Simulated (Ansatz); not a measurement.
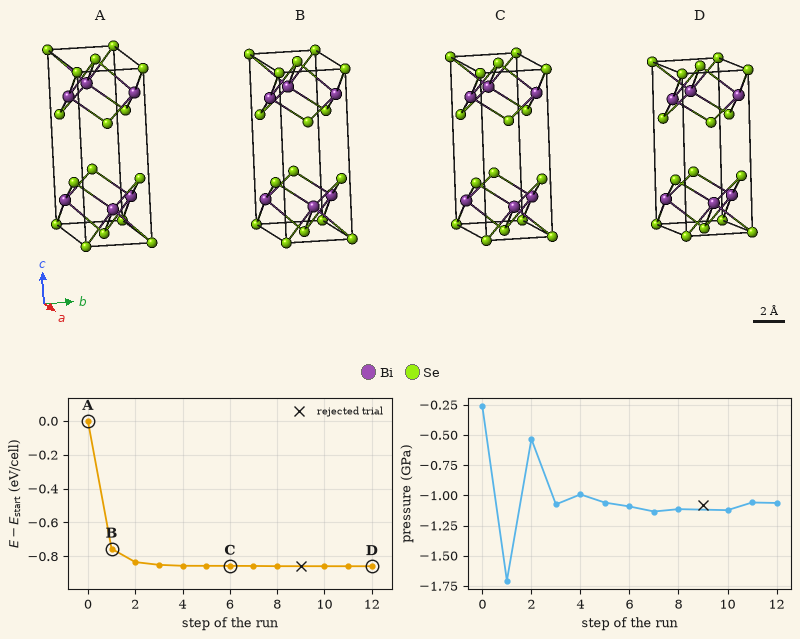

Frames of a relaxation of crystalline Bi2Se3 (set up in C2/m), marked on the history of the run. Style: ball-and-stick. Shown: the conventional cell (2 times the calculation's cell), slightly off an axis. Lengths and directions refer to the drawn axes.

Case: biaxial strain in the a-b plane of +6.0 %; c and atoms relaxed.

Method: DFT PBE, scalar-relativistic, plane waves, PAW in Ansatz 0.2.0.

Input file:
```yaml
crystal:
  lattice:
    - [2.2202574905, 1.2818662598, 11.1349060998]
    - [-2.2202574905, 1.2818662598, 11.1349060998]
    - [0.0, -2.2200072468, 11.0953359565]
  atoms:
    - { symbol: Bi, position: [0.3479599163, 0.3479599163, 0.4876767815] }
    - { symbol: Bi, position: [0.6520400837, 0.6520400837, 0.5123232185] }
    - { symbol: Se, position: [0.0, 0.0, 0.0] }
    - { symbol: Se, position: [0.3076121733, 0.3076121733, 0.0549812656] }
    - { symbol: Se, position: [0.6923878267, 0.6923878267, 0.9450187344] }
basis:
  ecutwfc: 420
kpoints:
  mp_grid: { grid: [6, 6, 6] }
hamiltonian:
  xc: pbe
scf:
  occupations: { method: gaussian, width: 0.02 }
output:
  forces: true
  stress: true
  eigenvalues: true
relax:
  adjacent_minimum: "off"
  f_tol: 0.008
  max_steps: 40
  cell: { stress_tol: 0.015, fix: [a, b, gamma] }
```

Launched with:
```bash
ansatz run input.yaml --threads 1 --pin off --max-ram 2560MiB --backend cpu --events-out ev --progress --plain --runs-dir out
```

What happens along the run?

Answer. The run was cut off at its time limit before the relaxation converged, so the last structure is only a point on the way. The largest moves relative to the cell, 0.099 Å, are those of Se4 and Se5. Se5 goes along [−2 0 −1]. Largest moves by element: Se 0.099 Å, Bi 0.051 Å. The volume changes by −3.0 %, with a 7.004 → 7.124 Å (+1.7 %), b unchanged at 4.441 Å, c 11.315 → 10.606 Å (−6.3 %), β 100.7° → 89.7°. Near-neighbour distances that change, for instance: Bi1–Se3 2.895 → 3.111 Å, Bi1–Se3 (another image) 3.346 → 3.139 Å, Bi1–Se5 2.661 → 2.863 Å, Bi1–Se5 (another image) 3.086 → 2.920 Å. Among the angles between lasting bonds that change: Se5–Bi1–Se5 92.0° → 99.0°, Bi1–Se5–Bi1 92.0° → 99.0°, Se3–Bi1–Se5 92.9° → 90.9°. The space group stays C2/m (No. 12). Over 11 accepted moves (12 points after the start) the energy falls by 0.859 eV per cell of the calculation. The largest force component goes from 1.6 to 0.00076 eV/Å. The pressure goes from −0.26 to −1.06 GPa. The line search rejected the trial step at point 9 of the run. From step 0 to 1: Se atoms move most (0.19 Å), energy −0.755 eV per cell of the calculation. From step 1 to 6: Bi atoms move most (0.14 Å), volume −0.6 %, energy −0.101 eV per cell of the calculation. From step 6 to 12: Se atoms move most (0.28 Å), volume −2.3 %, energy −2.2 meV per cell of the calculation.

Limits of the set-up: layers or molecules are held without a dispersion correction, so their spacing is unreliable.
